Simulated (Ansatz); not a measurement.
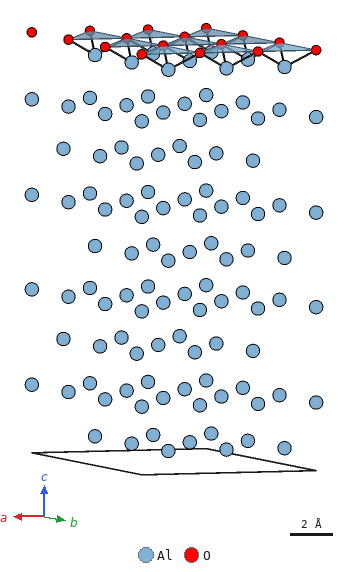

This is the input geometry for a constrained relaxation of a slab of composition Al₉O (cut from the P6_3/mmc phase). A polyhedral model of the 3 × 3 repeat of the cell, outlined in the plane, without the vacuum, seen from a free direction.

Case: O put at a hollow Al-Al-Al site. The slab is the (0 0 1) face of Al with O on it. 4 atoms are held fixed.

All numbers below come from Ansatz, DFT PBEsol, scalar-relativistic, plane waves, PAW.

Input file:
```yaml
crystal:
  lattice:
    - [2.8362844918, 0.0, 0.0]
    - [-1.4181422459, 2.4562944222, 0.0]
    - [0.0, 0.0, 37.6442989108]
  atoms:
    - { symbol: Al, position: [0.3333333333, 0.6666666667, 0.2257978033] }
    - { symbol: Al, position: [0.0, 0.0, 0.2877072406] }
    - { symbol: Al, position: [0.6666666667, 0.3333333333, 0.3496166779] }
    - { symbol: Al, position: [0.0, 0.0, 0.4115261153] }
    - { symbol: Al, position: [0.3333333333, 0.6666666667, 0.4729161237] }
    - { symbol: Al, position: [0.0, 0.0, 0.5342805556] }
    - { symbol: Al, position: [0.6666666667, 0.3333333333, 0.5966221375] }
    - { symbol: Al, position: [0.0, 0.0, 0.6583877038] }
    - { symbol: Al, position: [0.3333333333, 0.6666666667, 0.7209215701] }
    - { symbol: O, position: [0.0, 0.0, 0.7453608617] }
basis:
  ecutwfc: 420
kpoints:
  mp_grid: { grid: [12, 12, 1] }
hamiltonian:
  xc: pbesol
scf:
  occupations: { method: gaussian, width: 0.1 }
output:
  forces: true
  eigenvalues: true
  write_density: true
  write_potential: true
  elf: true
  volumetric_format: npy
relax:
  adjacent_minimum: "off"
  f_tol: 0.03
  max_steps: 70
  constraints: [{ sites: [0, 1, 2, 3] }]
efield:
  axis: 3
  dipole_correction: true
  ramp_width: 0.04
```

Run as
```bash
ansatz run input.yaml --threads 1 --pin off --max-ram 2560MiB --backend cpu --events-out ev --progress --plain --runs-dir out
```

> Predict the outcome.

The energy falls by 0.256 eV per cell of the calculation in 4 geometry steps. Largest force component: 2.8 eV/Å at the start, 0.0041 eV/Å at the end. The atom that moves furthest is O10 (0.15 Å along the normal (−c)). Largest moves by element: O 0.15 Å, Al 0.03 Å. The cell stays as it was. Some distances before and after: Al9–O10 1.878 → 1.797 Å. Bond angles that change, for instance: O10–Al9–O10 98.1° → 104.2°, Al9–O10–Al9 98.1° → 104.2°.

History of the run:

```csv
step,"E − E(0), meV/atom","largest force component, eV/Å"
0,0.00,2.8228
1,-19.14,1.4380
2,-25.40,0.1256
3,-25.56,0.0691
4,-25.61,0.0041
```

The end point in the same view:

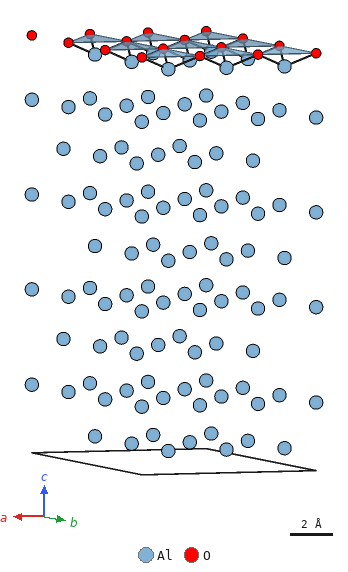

Limits of the set-up: the cell has an odd number of electrons but was run without spin polarisation; the periodic images lie only 2.8 Å apart, so the values are limited by the cell's size.
